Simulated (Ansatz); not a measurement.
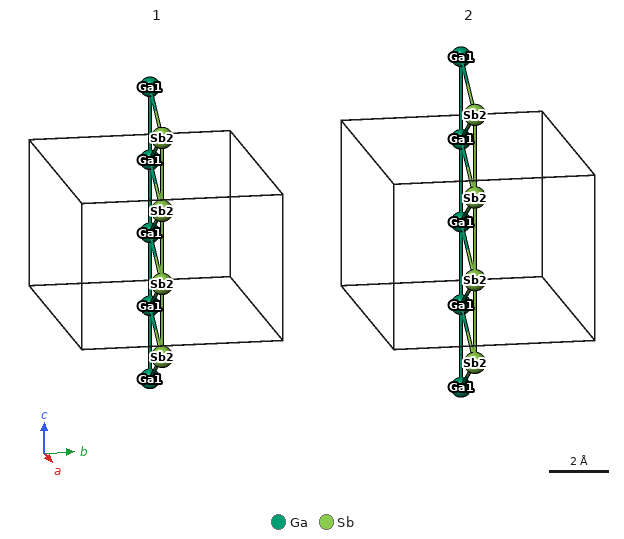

Two geometries of a wire of composition GaSb, drawn at one scale. One is the start of a relaxation, the other its converged end. Style: ball-and-stick. Shown: the 2 repeat of the cell, with the vacuum cut short, slightly off an axis.

The calculation used Ansatz 0.2.0, DFT PBE, scalar-relativistic, plane waves, PAW. Set-up: plane-wave cutoff 420 eV; k-point mesh 1 × 1 × 25; occupations gaussian; smearing width 0.05 eV; collinear spin; cell relaxed at fixed a, b, alpha, beta, gamma; force threshold 0.01 eV/Å; at most 45 steps.

### Which geometry has the lower energy?

Structure 2 is the relaxed one. Case: strip chain of atoms. The largest moves relative to the layer's centre, 0.17 Å, are those of Ga1 and Sb2. By element the largest moves are Ga 0.17 Å, Sb 0.17 Å. Along the periodic axis the drawn cell goes c 5.134 → 5.813 Å (+13.2 %). Some distances before and after: Ga1–Sb2 2.529 → 2.902 Å, Sb2–Sb2 2.567 → 2.906 Å, Ga1–Ga1 2.567 → 2.906 Å. Over 5 accepted moves (7 points after the start) the energy falls by 1.075 eV per cell of the calculation. The largest force component goes from 3.4 to 0.00032 eV/Å. At 2 points the geometry stayed and the basis and grid were re-selected for the new cell (energy shift of 3.3 meV per cell of the calculation at most each time). The program noted that the starting moments weren't kept. The run may lie on a higher electronic state than the lowest, so the end point isn't shown to be the ground-state structure.

Limits of the set-up: the k-point mesh is coarse for a cell with partly filled bands.
